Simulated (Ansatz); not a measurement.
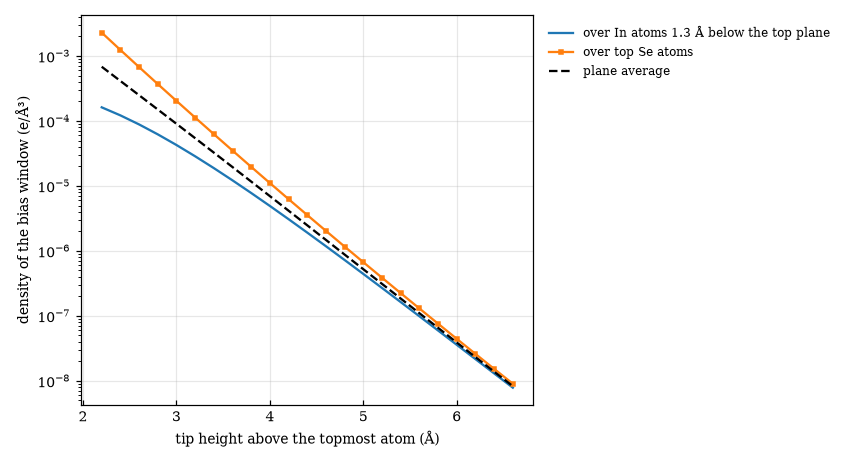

Approach curves over monolayer InSe at a sample bias of −1.40 V.

Images follow the Tersoff–Hamann model: the current is the local density of the sample's states between the Fermi level and the bias, at the tip's centre. Zero bias is put in the middle of the gap by convention. Bias windows are sharp sums over the levels of the k mesh.

All numbers here come from DFT PBE+D3(BJ), scalar-relativistic, plane waves, PAW in Ansatz 0.2.0. Cutoff 420 eV, 24 × 24 k-points, Gaussian smearing 0.05 eV, dipole correction. No spin polarisation. Spin–orbit coupling is left out; with In it can shift levels and gaps.

How fast does the current decay, and what apparent barrier height does that imply?

Answer. Near 4 Å the plane average falls as exp(−2.58 z/Å), a factor of 13 per ångström, which gives an apparent barrier of 6.3 eV (0.952 eV Å² times the slope squared). The vacuum level lies 5.18 eV above zero bias. The highest filled states lie 5.99 eV under it. The apparent barrier is above 5.99 eV. At 4 Å the 0.24 eV of states nearest the highest filled state carry 88 % of the density.
